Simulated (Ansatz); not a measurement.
PtS2 (slab)

```yaml
crystal:
  lattice:
    - [3.57133, 0.00000, 0.00000]
    - [0.00000, 7.81022, 0.00000]
    - [0.00000, 0.00000, 25.07779]
  atoms:
    - { symbol: S, position: [0.00000, 0.48829, 0.29907] }
    - { symbol: Pt, position: [0.50000, 0.68637, 0.31176] }
    - { symbol: S, position: [0.00000, 0.88445, 0.32445] }
    - { symbol: S, position: [0.50000, 0.17465, 0.37436] }
    - { symbol: Pt, position: [0.00000, 0.37273, 0.38706] }
    - { symbol: S, position: [0.50000, 0.57081, 0.39975] }
    - { symbol: S, position: [0.00000, 0.86102, 0.44966] }
    - { symbol: Pt, position: [0.50000, 0.05910, 0.46235] }
    - { symbol: S, position: [0.00000, 0.25718, 0.47504] }
    - { symbol: S, position: [0.50000, 0.54738, 0.52496] }
    - { symbol: Pt, position: [0.00000, 0.74546, 0.53765] }
    - { symbol: S, position: [0.50000, 0.94354, 0.55034] }
    - { symbol: S, position: [0.00000, 0.23375, 0.60025] }
    - { symbol: Pt, position: [0.50000, 0.43183, 0.61294] }
    - { symbol: S, position: [0.00000, 0.62991, 0.62564] }
    - { symbol: S, position: [0.50000, 0.92011, 0.67555] }
    - { symbol: Pt, position: [0.00000, 0.11819, 0.68824] }
    - { symbol: S, position: [0.50000, 0.31628, 0.70093] }
```

Not relaxed (largest force 1.6 eV/Å).

Method: DFT PBEsol, scalar-relativistic, plane waves, PAW (Ansatz).

In a PAW calculation such maps are meaningful between the atoms, not at the nuclei.

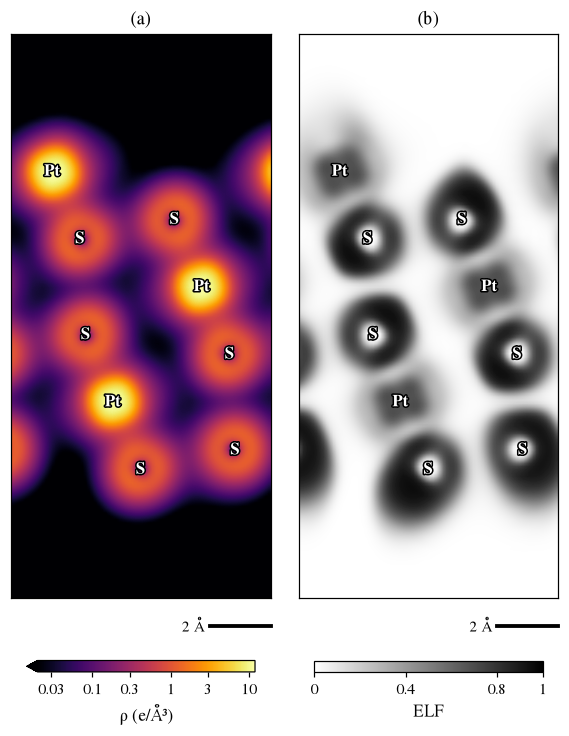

Figure 1. (a) valence charge density (pseudo); (b) ELF on the (100) plane of the calculation cell, a cut from vacuum to vacuum.

### What do the fields say about this system?

- Atoms in the plane: S and Pt.
- Pt–S (2.38 Å): the density is about 0.67 e/Å³ at the midpoint; the ELF peaks at about 0.90 in the valence shell of S, 0.8 Å from its nucleus, and is about 0.45 at the midpoint.
- The density dies away to nearly zero in the vacuum.
- The features right at Pt lie inside the PAW spheres, where the map follows smoothed inner orbitals and isn't to be read closely.

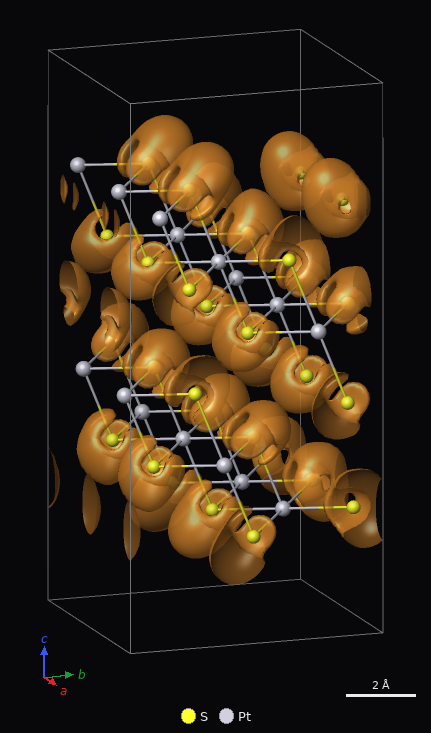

Figure 2. Isosurface of the ELF at 0.8 (orange), seen slightly off an axis. Only the valence region is drawn (cores and ρ < 0.01 e/Å³ removed). Sticks mark near contacts.

### What do the ELF domains correspond to?

The surface consists of twelve regions wrapped around S (the valence shell of each), counted in one cell of 18 atoms. Counts are for one cell; the picture repeats the cell along the surface.

### Metal or insulator at this level of theory?

It is gapless in this calculation (a metal or semimetal).
